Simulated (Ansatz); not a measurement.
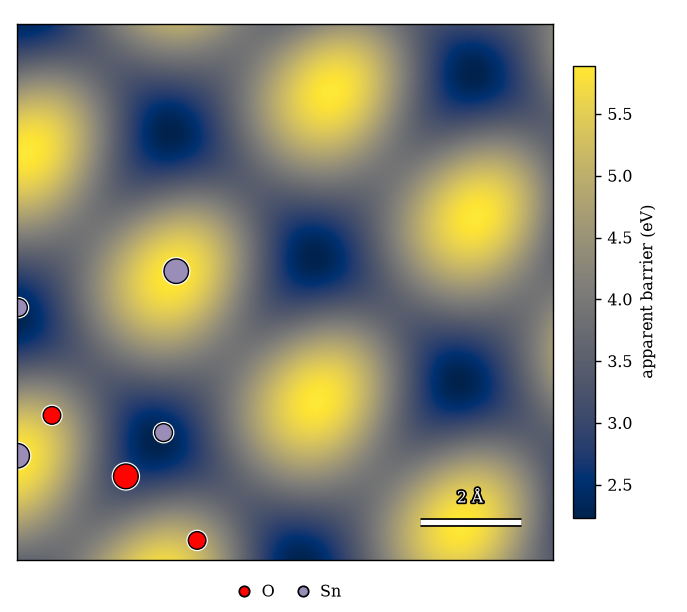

Map of the apparent barrier height, 0.952 eV Å² × (d ln I/dz)², 3.8 Å above SnO(100) (P4/nmm bulk, 6 atomic planes (those closer than 0.6 Å count as one), 10 Å, SnO-terminated) at −0.95 V; lighter colours are higher.

The STM signal is simulated in the Tersoff–Hamann approximation. Zero bias is put in the middle of the gap by convention. Bias windows are sharp sums over the levels of the k mesh.

These are results of Ansatz 0.2.0, DFT PBE, scalar-relativistic, plane waves, PAW, not measurements. Cutoff 420 eV, 16 × 12 k-points, Gaussian smearing 0.05 eV, dipole correction. The slab is a cut without reconstruction beyond its cell, at the source's lattice constants, with its lower half held fixed and the rest relaxed. No spin polarisation. Spin–orbit coupling is left out; with Sn it can shift levels and gaps. The run warns that the functional's potential is rough in the thin density of the vacuum, where the tip is; weak contrasts and barriers may feel it.

Where is the apparent barrier highest and lowest, and over what range?

Answer. It is highest, 5.9 eV, over the top Sn atoms, and lowest, 2.2 eV, over points 0.8 Å to the side of the top O atoms. The vacuum level lies 3.88 eV above zero bias, 4.18 eV above the highest filled states. The high values lie on or round the bright spots: there the density falls fastest, as the corrugation dies out with height.
